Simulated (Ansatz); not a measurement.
Scan of the plane-wave cutoff (density cutoff scaled with it).
System: MnO (Fm-3m, 2 atoms in the cell).
Method: DFT, PBE, all-electron LAPW, scalar-relativistic (Ansatz); 13×13×13 k-mesh, Fermi–Dirac smearing of 0.05 eV, collinear spins.
ΔE is the free energy less its value at the largest setting, 400 eV.
Dashed lines or grey bands mark the tolerance: 1 meV/atom, 0.1 GPa and 0.03 μB per cell.
The pressure holds the program's Pulay correction for the finite basis; without it, low cutoffs would be much further off.
Values: 90 eV, 220 eV, 320 eV and 400 eV.

How do the results converge (to 1 meV/atom, 0.1 GPa and 0.03 μB per cell)?

The free energy is within 1 meV/atom of the largest setting's value from 320 eV on. It is off by 780 meV/atom at 90 eV and 6.8 meV/atom at 220 eV (always above it). The pressure is within 0.1 GPa of the largest setting's value from 220 eV on. It is off by 11 GPa at 90 eV (always above it). The absolute moment ∫|m| is within 0.03 μB per cell of the largest setting's value at every setting shown, 90 eV included. The largest deviation is 0.005 μB per cell. The smaller bases give higher energies, which fall towards the limit as the basis grows.

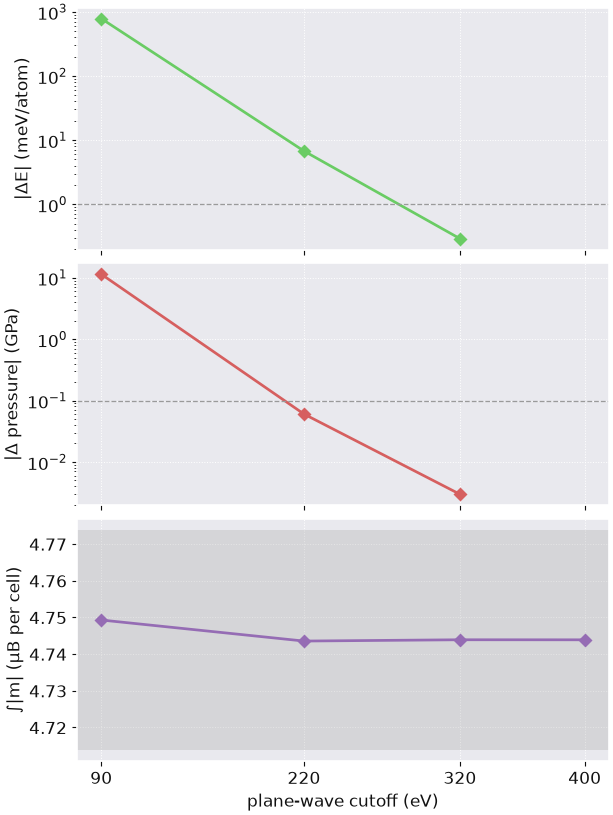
